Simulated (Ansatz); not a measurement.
## Geometry relaxation, with input and output: MnS (part 2 of 2)

MnS (2 atoms in the cell); DFT PBE, scalar-relativistic, plane waves, PAW, spin-polarised (Ansatz 0.2.0); cutoff 420 eV, 14×14×14 k-mesh, Gaussian smearing of 0.1 eV, collinear spins. The structure derives from an entry of the Crystallography Open Database.

Geometry of the input (Å; fractional positions):
```
0.0000  -2.8000  -2.8000
2.8000  0.0000  -2.8000
2.8000  -2.8000  0.0000
Mn 0.0000  0.0000  0.0000
S  0.7500  0.7500  0.7500
```

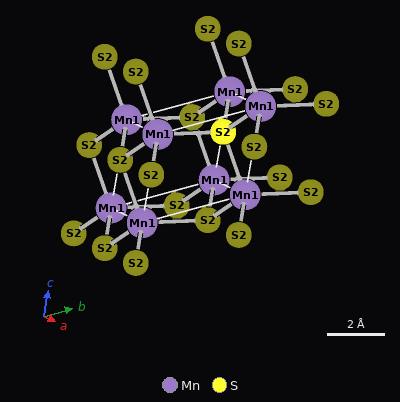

**Figure 1.** The geometry at step 1 of the log (ball-and-stick view of the cell of the calculation, seen slightly off an axis; neighbours outside the cell are drawn fainter; atoms are numbered from 1 in the order of the input).

## Log, continued
```
Crystal: 2 atoms, lattice volume = 44.410 Å³
Basis set: ecut = 420 eV, 893 PW (Γ), exchange–correlation on 54×54×54 points (8 copies of the dense FFT grid, shifted against one another)
Initial density: handed on by an earlier stage of this run
Starting moments: Σ|m| = 4.7 μB on 2 of 2 sites; this step starts from the density that it was given
Initial wavefunctions: those handed on with the density
iter 1 solved again at ethr=5.81e-7 eV; its pass at ethr=3.10e-3 eV (dr2=1.22e-4 eV) is discarded
SCF iter   1: F=—  HF=-4801.848690 eV  |F-HF|=—  |Δ(HF+E_count)|=         —  Δρ=1.09e-3 (↑1.09e-3 ↓9.70e-4)  dr2=1.25e-4  dr2_m=4.12e-4  M=4.945 μB ∫|m|=4.945 μB  β_m=0.65  ethr=5.81e-7  ⟨swp⟩=2.0  Hψ=20479  notcnv=0
preconditioner: auto → none  [metal: Δε(μ)=0.037 eV  Ē_g=9.289 eV  σ=0.100 eV  W_gap=0.20  n_scr=0 (ndim 8)  ℏωp=20.1 eV  f_vac=0.037  D(μ)=0.77/eV (n_scr^D=0)]
SCF iter   2: F=—  HF=-4801.848848 eV  |F-HF|=—  |Δ(HF+E_count)|=   1.57e-4  Δρ=4.69e-4 (↑4.69e-4 ↓4.11e-4)  dr2=1.40e-5  dr2_m=7.62e-5  M=4.945 μB ∫|m|=4.945 μB  β_m=0.65  ethr=5.81e-7  ⟨swp⟩=2.0  Hψ=4805  notcnv=0
SCF iter   3: F=—  HF=-4801.848938 eV  |F-HF|=—  |Δ(HF+E_count)|=   9.08e-5  Δρ=1.23e-4 (↑4.93e-5 ↓1.23e-4)  dr2=1.32e-5  dr2_m=7.16e-7  M=4.946 μB ∫|m|=4.946 μB  β_m=0.59  ethr=6.65e-8  ⟨swp⟩=2.5  Hψ=5406  notcnv=0
SCF iter   4: F=—  HF=-4801.848951 eV  |F-HF|=—  |Δ(HF+E_count)|=   1.24e-5  Δρ=7.40e-5 (↑7.40e-5 ↓4.43e-5)  dr2=3.38e-7  dr2_m=1.31e-6  M=4.946 μB ∫|m|=4.946 μB  β_m=0.59  ethr=6.28e-8  ⟨swp⟩=2.4  Hψ=5587  notcnv=0
SCF iter   5: F=—  HF=-4801.848955 eV  |F-HF|=—  |Δ(HF+E_count)|=   4.20e-6  Δρ=2.72e-5 (↑1.94e-5 ↓2.72e-5)  dr2=5.56e-7  dr2_m=8.64e-8  M=4.946 μB ∫|m|=4.946 μB  β_m=0.77  ethr=1.61e-9  ⟨swp⟩=2.0  Hψ=5733  notcnv=0
SCF iter   6: F=—  HF=-4801.848958 eV  |F-HF|=—  |Δ(HF+E_count)|=   2.47e-6  Δρ=8.13e-6 (↑2.25e-6 ↓8.13e-6)  dr2=4.19e-8  dr2_m=8.26e-9  M=4.947 μB ∫|m|=4.947 μB  β_m=0.88  ethr=1.61e-9  ⟨swp⟩=2.0  Hψ=5647  notcnv=0
SCF iter   7: F=-4801.848958 eV  HF=-4801.848958 eV  |F-HF|=4.08e-9  |Δ(HF+E_count)|=   6.99e-8  Δρ=1.90e-6 (↑1.90e-6 ↓1.67e-6)  dr2=5.42e-9  dr2_m=5.62e-11  M=4.947 μB ∫|m|=4.947 μB  ethr=1.99e-10  ⟨swp⟩=4.9  Hψ=18140  notcnv=0
SCF 2 converged in 7 iterations: F = -4801.848958 eV  dr2 = 5.42e-9
relax step   2: F+E_penalty+E_count = -4801.84895757 eV  Δ(F+E_penalty+E_count) = -2.470e-3 eV  max|allowed force component| = 1.793e-17 eV/Å  Δτ_max = 0.0000 Å  P = +0.552 GPa  Ω = 44.410 Å³  energy of the carried Pulay correction = -1.069e-4 eV  (7 SCF iters, dr2 threshold 2.00e-7 eV, accepted)
Crystal: 2 atoms, lattice volume = 44.959 Å³
iter 1 solved again at ethr=6.32e-7 eV; its pass at ethr=3.10e-3 eV (dr2=1.33e-4 eV) is discarded
SCF iter   1: F=—  HF=-4801.849415 eV  |F-HF|=—  |Δ(HF+E_count)|=         —  Δρ=9.51e-4 (↑9.51e-4 ↓8.78e-4)  dr2=1.32e-4  dr2_m=3.23e-4  M=4.965 μB ∫|m|=4.965 μB  β_m=0.65  ethr=6.32e-7  ⟨swp⟩=1.5  Hψ=20946  notcnv=0
preconditioner: auto → none  [metal: Δε(μ)=0.051 eV  Ē_g=9.244 eV  σ=0.100 eV  W_gap=0.27  n_scr=0 (ndim 8)  ℏωp=20.0 eV  f_vac=0.046  D(μ)=0.57/eV (n_scr^D=0)]
SCF iter   2: F=—  HF=-4801.849611 eV  |F-HF|=—  |Δ(HF+E_count)|=   1.96e-4  Δρ=4.70e-4 (↑4.70e-4 ↓3.55e-4)  dr2=1.78e-5  dr2_m=6.69e-5  M=4.965 μB ∫|m|=4.965 μB  β_m=0.65  ethr=6.27e-7  ⟨swp⟩=2.0  Hψ=4761  notcnv=0
SCF iter   3: F=—  HF=-4801.849703 eV  |F-HF|=—  |Δ(HF+E_count)|=   9.17e-5  Δρ=1.32e-4 (↑1.32e-4 ↓1.24e-4)  dr2=2.51e-5  dr2_m=2.32e-7  M=4.965 μB ∫|m|=4.965 μB  β_m=0.56  ethr=8.48e-8  ⟨swp⟩=2.0  Hψ=5644  notcnv=0
SCF iter   4: F=—  HF=-4801.849711 eV  |F-HF|=—  |Δ(HF+E_count)|=   7.87e-6  Δρ=6.25e-5 (↑6.25e-5 ↓4.86e-5)  dr2=2.54e-7  dr2_m=1.16e-6  M=4.966 μB ∫|m|=4.966 μB  β_m=0.59  ethr=8.48e-8  ⟨swp⟩=2.0  Hψ=5520  notcnv=0
SCF iter   5: F=—  HF=-4801.849716 eV  |F-HF|=—  |Δ(HF+E_count)|=   5.73e-6  Δρ=2.71e-5 (↑1.54e-5 ↓2.71e-5)  dr2=4.23e-7  dr2_m=9.60e-8  M=4.966 μB ∫|m|=4.966 μB  β_m=0.80  ethr=1.21e-9  ⟨swp⟩=2.0  Hψ=5149  notcnv=0
SCF iter   6: F=—  HF=-4801.849719 eV  |F-HF|=—  |Δ(HF+E_count)|=   2.52e-6  Δρ=5.41e-6 (↑2.16e-6 ↓5.41e-6)  dr2=1.95e-8  dr2_m=4.42e-9  M=4.966 μB ∫|m|=4.966 μB  β_m=0.88  ethr=1.21e-9  ⟨swp⟩=2.0  Hψ=5655  notcnv=0
SCF iter   7: F=-4801.849719 eV  HF=-4801.849719 eV  |F-HF|=1.27e-9  |Δ(HF+E_count)|=   4.32e-8  Δρ=1.72e-6 (↑1.72e-6 ↓7.50e-7)  dr2=2.37e-9  dr2_m=2.00e-10  M=4.966 μB ∫|m|=4.966 μB  ethr=9.29e-11  ⟨swp⟩=5.0  Hψ=17978  notcnv=0
SCF 3 converged in 7 iterations: F = -4801.849719 eV  dr2 = 2.37e-9
relax step   3: F+E_penalty+E_count = -4801.84971890 eV  Δ(F+E_penalty+E_count) = -7.613e-4 eV  max|allowed force component| = 2.949e-17 eV/Å  Δτ_max = 0.0000 Å  P = -0.044 GPa  Ω = 44.959 Å³  energy of the carried Pulay correction = -2.213e-4 eV  (7 SCF iters, dr2 threshold 2.00e-7 eV, accepted)
Initial wavefunctions: pseudopotential atomic-orbital guess (no wavefunctions were taken with the density)
iter 1 solved again at ethr=8.51e-8 eV; its pass at ethr=3.10e-3 eV (dr2=1.79e-5 eV) is discarded
SCF iter   1: F=—  HF=-4801.849933 eV  |F-HF|=—  |Δ(HF+E_count)|=         —  Δρ=2.66e-5 (↑1.35e-5 ↓2.66e-5)  dr2=1.30e-7  dr2_m=7.50e-8  M=4.966 μB ∫|m|=4.966 μB  β_m=0.65  ethr=8.51e-8  ⟨swp⟩=3.0  Hψ=27396  notcnv=0
preconditioner: auto → none  [metal: Δε(μ)=0.051 eV  Ē_g=9.239 eV  σ=0.100 eV  W_gap=0.27  n_scr=0 (ndim 8)  ℏωp=20.0 eV  f_vac=0.041  D(μ)=0.56/eV (n_scr^D=0)]
SCF iter   2: F=—  HF=-4801.849935 eV  |F-HF|=—  |Δ(HF+E_count)|=   1.60e-6  Δρ=9.84e-6 (↑3.82e-6 ↓9.84e-6)  dr2=8.34e-9  dr2_m=1.02e-8  M=4.966 μB ∫|m|=4.966 μB  β_m=0.58  ethr=6.20e-10  ⟨swp⟩=2.4  Hψ=5625  notcnv=0
SCF iter   3: F=—  HF=-4801.849935 eV  |F-HF|=—  |Δ(HF+E_count)|=   5.90e-8  Δρ=4.56e-6 (↑4.56e-6 ↓2.65e-6)  dr2=2.03e-9  dr2_m=4.38e-9  M=4.966 μB ∫|m|=4.966 μB  β_m=0.61  ethr=3.97e-11  ⟨swp⟩=2.0  Hψ=5748  notcnv=0
SCF iter   4: F=—  HF=-4801.849935 eV  |F-HF|=—  |Δ(HF+E_count)|=   7.95e-9  Δρ=2.27e-6 (↑7.87e-7 ↓2.27e-6)  dr2=1.92e-9  dr2_m=8.16e-10  M=4.966 μB ∫|m|=4.966 μB  β_m=0.80  ethr=9.64e-12  ⟨swp⟩=2.1  Hψ=5187  notcnv=0
SCF iter   5: F=—  HF=-4801.849935 eV  |F-HF|=—  |Δ(HF+E_count)|=   8.82e-9  Δρ=1.35e-6 (↑1.35e-6 ↓7.52e-7)  dr2=5.86e-10  dr2_m=3.22e-10  M=4.966 μB ∫|m|=4.966 μB  β_m=0.76  ethr=9.13e-12  ⟨swp⟩=2.0  Hψ=5616  notcnv=0
SCF iter   6: F=—  HF=-4801.849935 eV  |F-HF|=—  |Δ(HF+E_count)|=   1.24e-9  Δρ=2.29e-7 (↑2.29e-7 ↓9.37e-8)  dr2=3.36e-11  dr2_m=2.83e-12  M=4.966 μB ∫|m|=4.966 μB  β_m=0.71  ethr=2.79e-12  ⟨swp⟩=2.0  Hψ=4937  notcnv=0
SCF iter   7: F=-4801.849935 eV  HF=-4801.849935 eV  |F-HF|=2.73e-12  |Δ(HF+E_count)|=  8.19e-12  Δρ=4.86e-8 (↑3.61e-8 ↓4.86e-8)  dr2=3.23e-12  dr2_m=1.04e-13  M=4.966 μB ∫|m|=4.966 μB  ethr=1.00e-12  ⟨swp⟩=3.9  Hψ=13308  notcnv=0
SCF 4 converged in 7 iterations: F = -4801.849935 eV  dr2 = 3.23e-12
relax step   4: F+E_penalty+E_count = -4801.84993467 eV  Δ(F+E_penalty+E_count) = -2.158e-4 eV  max|allowed force component| = 2.776e-17 eV/Å  Δτ_max = 0.0000 Å  P = -0.045 GPa  Ω = 44.959 Å³  stress off target by 4.46e-2 GPa  SCF on the basis re-selected at this cell (its energy is not comparable with the rows above)  (7 SCF iters)
basis re-selected at this cell: Δ(F+E_penalty+E_count) = -2.158e-4 eV, ΔP = -0.001 GPa vs the last step (what re-selecting the basis moved, of the pressure what is left beyond the Pulay correction that the steps carried, after the strain that the cell walked since its last selection, with what the two solves' SCF thresholds leave and, on support functions, any second-order correction that the steps lacked; it is no measure of the basis error at this ecutwfc). This SCF's stress stands 4.46e-2 GPa from its target on what of the cell is left free (relax.cell.stress_tol is 5.00e-2 GPa) and its largest allowed force component is 2.78e-17 eV/Å (relax.f_tol is 5.00e-3 eV/Å): within both
SCF converged after 7 iterations
Magnetization: 4.9660 μB (12.9830 up, 8.0170 down)
Absolute magnetization: 4.9660 μB (∫|ρ↑−ρ↓|, with the PAW one-centre terms)
Spin contamination: 0.0135 ħ² per cell (⟨S²⟩ above its minimum at these occupations)
Per-site moments (μB) at R_I (Å): [(4.207270219838269, 1.0082044621747375), (0.12831964221580963, 1.0082044621747375)]
Free energy (F): -4801.849935 eV
Harris-Foulkes:  -4801.849935 eV  (|F-HF|=2.73e-12)
Internal energy: -4801.847160 eV  (E = F + TS)
E sigma→0 (E₀):  -4801.848547 eV
Entropy (-TS):   -0.002775 eV (-1.387 meV/atom)
Fermi energy:    7.242501 eV
--- Per-component energies (eV) ---
  E_band       = -361.766272
  E_kinetic    = 404.907601
  E_local      = -2818.779209  (includes V_loc(G=0)·N_el)
  E_nonlocal   = 280.151834
  E_hartree    = 1156.693926
  E_xc         = -207.724249
  E_vxc        = -228.756945  (∫ρ·V_xc dr)
  E_paw        = -1906.586580  (= ΣΔE_a)
  E_vpaw       = -312.677318  (= ΣTr[D̂ρ^β])
  E_aug_tail   = -0.000008  (compensation charges beyond the density's cutoff)
  E_ewald      = -1710.510476
  E_smearing   = -0.002775  (= −TS)
  E_closure    = 0.000000  (closes the sum)
  Σ components = -4801.849935   (vs F -4801.849935, Δ=0.00e0)
--- Forces (eV/Å), atoms counted from 1 ---
  atom   1  Mn    -0.00000000    -0.00000000    -0.00000000
  atom   2  S      0.00000000     0.00000000     0.00000000
  max |Σ_I F_I| component: 3.35e-17 eV/Å
--- Stress (GPa, compression-positive) ---
       -0.044625       0.000000      -0.000000
       -0.000000      -0.044625       0.000000
       -0.000000       0.000000      -0.044625
  P = ⅓ Tr σ = -0.0446 GPa (-0.446 kbar)
--- Band table (eV; the first three rows and the last of 208) ---
  k-point 0 ↑: bands = ["-74.7848", "-43.5317", "-43.5317", "-43.5317", "-6.5868", "2.3999", "2.3999", "2.3999", "4.0212", "4.0212", "7.3786", "7.3786", "7.3786", "8.0579", "12.9525", "12.9525", "12.9525"]
  k-point 1 ↑: bands = ["-74.7848", "-43.5319", "-43.5318", "-43.5318", "-6.5579", "2.3518", "2.4124", "2.4124", "4.0183", "4.0183", "7.0026", "7.3287", "7.3287", "8.4246", "12.8885", "13.0316", "13.0316"]
  k-point 2 ↑: bands = ["-74.7848", "-43.5323", "-43.5318", "-43.5318", "-6.4753", "2.2223", "2.4469", "2.4469", "4.0133", "4.0133", "6.4036", "7.1917", "7.1917", "8.9816", "12.7771", "13.2273", "13.2273"]
  k-point 103 ↓: bands = ["-70.0553", "-38.8950", "-38.8939", "-38.8932", "-5.4735", "2.7880", "3.1584", "3.8098", "7.2958", "7.8474", "8.4296", "8.6913", "9.1630", "12.9536", "14.0853", "15.0053", "15.2364"]
--- Relaxed structure (3 steps of the walk, 3 accepted, 1 SCFs on fresh bases) ---
  F+E_penalty+E_count = -4801.84993467 eV   max|allowed force component| = 2.776e-17 eV/Å   (the final SCF, on the basis selected at the relaxed cell)
  cell:  # Å, volume = 44.9585 Å³
    - [3.057223219737354e-34, -2.8222405703503832, -2.8222405703503832]
    - [2.8222405703503832, -1.5158731797864381e-33, -2.8222405703503832]
    - [2.8222405703503832, -2.8222405703503832, -3.146392230313027e-33]
  atoms:
    - { symbol: Mn, position: [2.6510196407115967e-34, -1.7912294869672953e-34, -3.252872748332608e-34] }
    - { symbol: S, position: [0.7499999999999999, 0.7499999999999999, 0.7499999999999999] }
--- Löwdin populations: 2 sites ---
  site symbol       q [e]    m [muB]
     0     Mn     13.9396     4.5923
     1      S      6.9039     0.2830
  spilling = 0.007453 (of n_electrons = 21.000000)
```

## File populations.tsv
```
# site	symbol	l	j	q_up	q_dn
# orbitals = lowdin
# n_electrons = 21.000000
# spilling = 0.007453
0	Mn	0_3S	-	0.999775	0.999826
0	Mn	0_4S	-	0.316857	0.244612
0	Mn	1_3P	-	2.999541	2.998422
0	Mn	2_3D	-	4.949770	0.430762
1	S	0_3S	-	0.921907	0.888553
1	S	1_3P	-	2.671557	2.421903
```

## Trajectory as extended XYZ (Å, eV, eV/Å), 4 frames, from step=1 to step=4
```
2
Lattice="0.0000 -2.8000 -2.8000 2.8000 0.0000 -2.8000 2.8000 -2.8000 0.0000" Properties=species:S:1:pos:R:3:forces:R:3 step=1 energy=-4801.84649 pressure_GPa=1.07
Mn    0.0000    0.0000    0.0000    0.0000   0.0000   0.0000
S     4.2000   -4.2000   -4.2000    0.0000   0.0000   0.0000
2
Lattice="0.0000 -2.8107 -2.8107 2.8107 0.0000 -2.8107 2.8107 -2.8107 0.0000" Properties=species:S:1:pos:R:3:forces:R:3 step=2 energy=-4801.84896 pressure_GPa=0.55
Mn    0.0000    0.0000    0.0000    0.0000   0.0000   0.0000
S     4.2161   -4.2161   -4.2161    0.0000   0.0000   0.0000
2
Lattice="0.0000 -2.8222 -2.8222 2.8222 0.0000 -2.8222 2.8222 -2.8222 0.0000" Properties=species:S:1:pos:R:3:forces:R:3 step=3 energy=-4801.84972 pressure_GPa=-0.04
Mn    0.0000    0.0000    0.0000    0.0000   0.0000   0.0000
S     4.2334   -4.2334   -4.2334    0.0000   0.0000   0.0000
2
Lattice="0.0000 -2.8222 -2.8222 2.8222 0.0000 -2.8222 2.8222 -2.8222 0.0000" Properties=species:S:1:pos:R:3:forces:R:3 step=4 energy=-4801.84994 pressure_GPa=-0.04
Mn    0.0000    0.0000    0.0000    0.0000   0.0000   0.0000
S     4.2334   -4.2334   -4.2334    0.0000   0.0000   0.0000
```

## Key numbers

```csv
quantity,value
outcome,converged
space group (tolerance 0.01 Å),F-43m (216)
electrons treated,21
free energy,−4801.8499 eV
Fermi energy,7.243 eV
gap on the k-point mesh,none (metallic)
net moment of the cell,4.97 μB
integrated absolute moment,4.97 μB
pressure,−0.04 GPa
final volume,44.96 Å³
largest force (length of the vector) at the end,under 0.001 eV/Å
final cell,"a = 3.991 Å, b = 3.991 Å, c = 3.991 Å, α = 60.00°, β = 60.00°, γ = 60.00°"
hardware,"2 threads of AMD EPYC (Zen 5), 32 GiB of memory available, shared host"
wall time,15 s (CPU time 28 s)
peak memory,0.54 GiB
```
